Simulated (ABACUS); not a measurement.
# Run report: PbF2, band-structure run (part 2 of 2)

The same run, continued: PbF2 (Fm-3m, 3 atoms in the cell); Kohn-Sham DFT of a periodic cell, r2SCAN, SG15 ONCV 1.2 PBE, no spin polarisation (ABACUS 3.10.1); cutoff 1319.75 eV, fermi-dirac of 0.05 eV. The structure derives from an entry of the Crystallography Open Database. It belongs to a series of runs on one base structure; here: bands on the converged density.

Geometry of the input (Å; fractional positions):
```
-2.9637  0.0000  2.9637
0.0000  2.9637  2.9637
-2.9637  2.9637  0.0000
Pb 0.0000  0.0000  0.0000
F  0.2500  0.2500  0.2500
F  0.7500  0.7500  0.7500
```

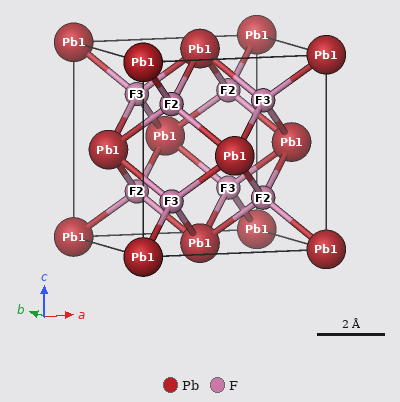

**Figure 1.** The structure as given in the input (ball-and-stick view of the cell 4 times as large as that of the calculation, set on its symmetry axes, seen slightly off an axis; atoms are numbered from 1 in the order of the input). An atom can appear more than once, as a periodic image.

What the program printed, continued:
```
 k(1/102) Iter steps (avg)=18 threshold=1e-07
 k(2/102) Iter steps (avg)=19 threshold=1e-07
 k(3/102) Iter steps (avg)=21 threshold=1e-07
 k(4/102) Iter steps (avg)=19 threshold=1e-07
 k(5/102) Iter steps (avg)=18 threshold=1e-07
 k(6/102) Iter steps (avg)=19 threshold=1e-07
 k(7/102) Iter steps (avg)=17 threshold=1e-07
 k(8/102) Iter steps (avg)=19 threshold=1e-07
 k(9/102) Iter steps (avg)=25 threshold=1e-07
 k(10/102) Iter steps (avg)=18 threshold=1e-07
 k(11/102) Iter steps (avg)=19 threshold=1e-07
 k(12/102) Iter steps (avg)=19 threshold=1e-07
 k(13/102) Iter steps (avg)=17 threshold=1e-07
 k(14/102) Iter steps (avg)=17 threshold=1e-07
 k(15/102) Iter steps (avg)=18 threshold=1e-07
 k(16/102) Iter steps (avg)=20 threshold=1e-07
 k(17/102) Iter steps (avg)=22 threshold=1e-07
 k(18/102) Iter steps (avg)=23 threshold=1e-07
 k(19/102) Iter steps (avg)=26 threshold=1e-07
 k(20/102) Iter steps (avg)=28 threshold=1e-07
 k(21/102) Iter steps (avg)=28 threshold=1e-07
 k(22/102) Iter steps (avg)=28 threshold=1e-07
 k(23/102) Iter steps (avg)=30 threshold=1e-07
 k(24/102) Iter steps (avg)=28 threshold=1e-07
 k(25/102) Iter steps (avg)=27 threshold=1e-07
 k(26/102) Iter steps (avg)=28 threshold=1e-07
[... levels at 26 k points of this process ...]

 Density error is 0.00000000000
                          Error Threshold = 1.00000000000e-07
----------------------------------------------------------
     Energy           Rydberg                 eV
----------------------------------------------------------
 E_KohnSham     -208.0596894891      -2830.7973011623
 E_KS(sigma->0) -208.0596894891      -2830.7973011623
 E_Harris       -208.0596894891      -2830.7973011623
 E_band         -8.7717969986        -119.3464208796
 E_one_elec     -71.2210612399       -969.0122504696
 E_Hartree      53.1430789291        723.0486826988
 E_xc           -32.0404194472       -435.9322707914
 E_Ewald        -157.9412877311      -2148.9014626002
 E_entropy(-TS) -0.0000000000        -0.0000000000
 E_descf        0.0000000000         0.0000000000
 E_exx          0.0000000000         0.0000000000
 E_Fermi        0.6180673382         8.4092375477
----------------------------------------------------------

 charge density convergence is achieved
 final etot is -2830.7973012 eV
 EFERMI = 8.4092375477 eV

 STATE ENERGY(eV) AND OCCUPATIONS    NSPIN == 1
 1/26 kpoint (Cartesian) = 0.0000 0.0000 0.0000 (5769 pws)
       1       -17.1559      0.0196078
       2       -16.5824      0.0196078
       3       -8.82017      0.0196078
       4       -8.82017      0.0196078
       5       -8.82017      0.0196078
       6       -8.76370      0.0196078
       7       -8.76370      0.0196078
       8       0.299942      0.0196078
       9        2.75933      0.0196078
      10        2.75933      0.0196078
      11        2.75933      0.0196078
      12        3.21688      0.0196078
      13        3.21688      0.0196078
      14        3.21688      0.0196078
      15        12.3996    4.28760e-37
      16        12.3996    4.28760e-37
      17        12.3996    4.28760e-37
      18        15.9011    1.65628e-67
      19        21.5945        0.00000
      20        21.5945        0.00000
      21        23.5835        0.00000
      22        23.5835        0.00000
      23        23.5835        0.00000
      24        24.1034        0.00000

 2/26 kpoint (Cartesian) = -0.016871 0.0000 0.0000 (5701 pws)
       1       -17.1499      0.0196078
       2       -16.5876      0.0196078
       3       -8.81787      0.0196078
       4       -8.81787      0.0196078
       5       -8.81436      0.0196078
       6       -8.76458      0.0196078
       7       -8.76307      0.0196078
       8       0.241065      0.0196078
       9        2.71920      0.0196078
      10        2.71920      0.0196078
      11        2.77883      0.0196078
      12        3.23809      0.0196078
      13        3.23809      0.0196078
      14        3.27321      0.0196078
      15        12.2340    1.17642e-35
      16        12.4322    2.23498e-37
      17        12.4322    2.23498e-37
      18        16.1444    1.27492e-69
      19        21.2758        0.00000
      20        21.6169        0.00000
      21        23.5848        0.00000
      22        23.5848        0.00000
      23        23.8614        0.00000
      24        23.9912        0.00000

 3/26 kpoint (Cartesian) = -0.033742 0.0000 0.0000 (5717 pws)
       1       -17.1324      0.0196078
       2       -16.6026      0.0196078
       3       -8.81115      0.0196078
       4       -8.81115      0.0196078
       5       -8.79758      0.0196078
       6       -8.76718      0.0196078
       7       -8.76125      0.0196078
       8      0.0801205      0.0196078
       9        2.61507      0.0196078
      10        2.61507      0.0196078
      11        2.83589      0.0196078
      12        3.28820      0.0196078
      13        3.28820      0.0196078
      14        3.42753      0.0196078
      15        11.8479    2.65798e-32
      16        12.5253    3.47066e-38
      17        12.5253    3.47066e-38
      18        16.7324    9.97122e-75
      19        20.6404        0.00000
      20        21.6837        0.00000
      21        23.5866        0.00000
      22        23.5866        0.00000
      23        23.6806        0.00000
      24        24.2907        0.00000

 4/26 kpoint (Cartesian) = -0.050613 0.0000 0.0000 (5709 pws)
       1       -17.1050      0.0196078
       2       -16.6257      0.0196078
       3       -8.80061      0.0196078
       4       -8.80061      0.0196078
       5       -8.77168      0.0196078
       6       -8.77134      0.0196078
       7       -8.75841      0.0196078
       8      -0.147885      0.0196078
       9        2.47262      0.0196078
      10        2.47262      0.0196078
      11        2.92623      0.0196078
      12        3.34916      0.0196078
      13        3.34916      0.0196078
      14        3.64755      0.0196078
      15        11.4036    1.92330e-28
      16        12.6663    2.07065e-39
      17        12.6663    2.07065e-39
      18        17.3397    5.29119e-80
      19        20.1251        0.00000
      20        21.7944        0.00000
      21        23.2322        0.00000
      22        23.5832        0.00000
      23        23.5832        0.00000
      24        24.5318        0.00000

 5/26 kpoint (Cartesian) = -0.067484 0.0000 0.0000 (5697 pws)
       1       -17.0701      0.0196078
       2       -16.6546      0.0196078
       3       -8.78719      0.0196078
       4       -8.78719      0.0196078
       5       -8.77677      0.0196078
       6       -8.75482      0.0196078
       7       -8.73946      0.0196078
       8      -0.407189      0.0196078
       9        2.31099      0.0196078
      10        2.31099      0.0196078
      11        3.04275      0.0196078
      12        3.41240      0.0196078
      13        3.41240      0.0196078
      14        3.90080      0.0196078
      15        10.9906    7.43071e-25
      16        12.8370    6.81038e-41
      17        12.8370    6.81038e-41
      18        17.4373    7.51334e-81
      19        20.2749        0.00000
      20        21.9473        0.00000
      21        22.7119        0.00000
      22        23.5680        0.00000
      23        23.5680        0.00000
      24        24.8814        0.00000

 6/26 kpoint (Cartesian) = -0.084355 0.0000 0.0000 (5694 pws)
       1       -17.0310      0.0196078
       2       -16.6863      0.0196078
       3       -8.78305      0.0196078
       4       -8.77214      0.0196078
       5       -8.77214      0.0196078
       6       -8.75085      0.0196078
       7       -8.70426      0.0196078
       8      -0.668851      0.0196078
       9        2.14552      0.0196078
      10        2.14552      0.0196078
      11        3.17559      0.0196078
      12        3.47391      0.0196078
      13        3.47391      0.0196078
      14        4.16083      0.0196078
      15        10.6489    6.89623e-22
      16        13.0176    1.83946e-42
      17        13.0176    1.83946e-42
      18        16.9336    1.78112e-76
      19        21.1941        0.00000
      20        22.1390        0.00000
      21        22.1768        0.00000
      22        23.5364        0.00000
      23        23.5364        0.00000
      24        25.3478        0.00000

[... levels at 20 further k points ...]

 --------------------------------------------
 !FINAL_ETOT_IS -2830.797301162348 eV
 --------------------------------------------

 Output bands in file: OUT.PbF2/BANDS_1.dat
```

Standard output:
```
ABACUS v3.10.1

               Atomic-orbital Based Ab-initio Computation at UStc

 dft_functional readin is: MGGA_X_R2SCAN+MGGA_C_R2SCAN
 dft_functional in pseudopot file is: PBE
 Please make sure this is what you need
 dft_functional readin is: MGGA_X_R2SCAN+MGGA_C_R2SCAN
 dft_functional in pseudopot file is: PBE
 Please make sure this is what you need

%%%%%%%%%%%%%%%%%%%%%%%%%%%%%%%%%%%%%%%%%%%%%%%%%%%%%%%%%%%%%%%%%%%%%%%%%%%%%%%%%%%%%%%%%%%%%%%%%%%%%%%%%
 Warning: the number of valence electrons in pseudopotential > 4 for Pb: [Xe] 4f14 5d10 6s2 6p2
 Pseudopotentials with additional electrons can yield (more) accurate outcomes, but may be less efficient.
 If you're confident that your chosen pseudopotential is appropriate, you can safely ignore this warning.
%%%%%%%%%%%%%%%%%%%%%%%%%%%%%%%%%%%%%%%%%%%%%%%%%%%%%%%%%%%%%%%%%%%%%%%%%%%%%%%%%%%%%%%%%%%%%%%%%%%%%%%%%

 UNIFORM GRID DIM        : 50 * 50 * 50
 UNIFORM GRID DIM(BIG)   : 50 * 50 * 50
func,idMGGA_X_R2SCAN 497
func,idMGGA_C_R2SCAN 498
 ---------------------------------------------------------
 ---------------------------------------------------------
 SPIN    KPOINTS         PROCESSORS  THREADS
 1       102             4           4
 ---------------------------------------------------------
 Use plane wave basis
 ---------------------------------------------------------
 ELEMENT NATOM       XC
 Pb      1
 F       2
 ---------------------------------------------------------
 Initial plane wave basis and FFT box
 ---------------------------------------------------------
 -------------------------------------------
 NONSELF-CONSISTENT :
 -------------------------------------------
 START CHARGE      : file
 ITER       ETOT/eV          EDIFF/eV         DRHO         DKIN     TIME/s
 DA1     -2.83079730e+03   0.00000000e+00   0.0000e+00   0.0000e+00  59.74
```

Results in brief:

```csv
quantity,value
outcome,converged
space group (tolerance 0.01 Å),Fm-3m (225)
electrons treated,28
Fermi energy,8.409 eV
gap on the band path,5.04 eV
wall time,60 s (CPU time 4 min)
peak memory,0.68 GiB
```

Remarks:

Spin–orbit coupling is left out, which matters for Pb.
